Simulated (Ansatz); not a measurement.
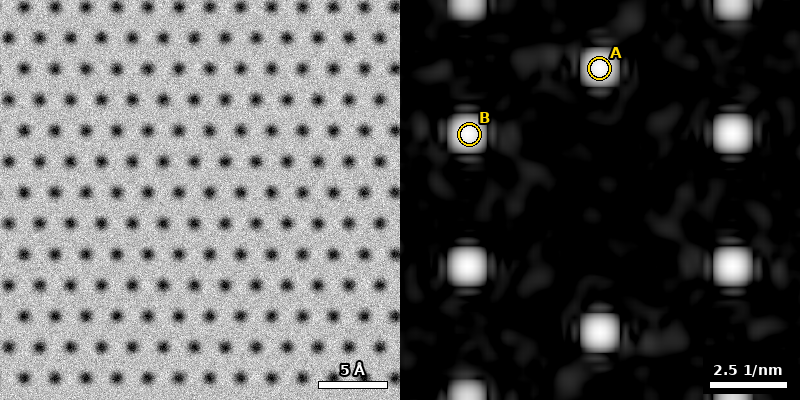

Phase-contrast TEM-like image of a crystal. Simulated in the weak-phase-object approximation with neutral-atom potentials: 200 kV, Cs = 10 µm, defocus −60 Å (negative is underfocus), defocus spread 15 Å, aperture 1.35 1/Å. Shot noise was added.

The right panel is the modulus of the image's Fourier transform on a logarithmic scale.

Question: Which lattice spacings do the marked spots stand for, and what angle do A and B enclose?

Answer: A: 2.3 Å, B: 2.1 Å; A and B enclose about 63°.

The crystal is Rh (I4/mmm, No. 139) along [111]; the spots are (-1 1 0) and (-1 0 1). Structure: the end point of a relaxation with DFT PBE, scalar-relativistic, plane waves, PAW in Ansatz 0.2.0; the starting structure was generated, so it need not be a known form of this composition.
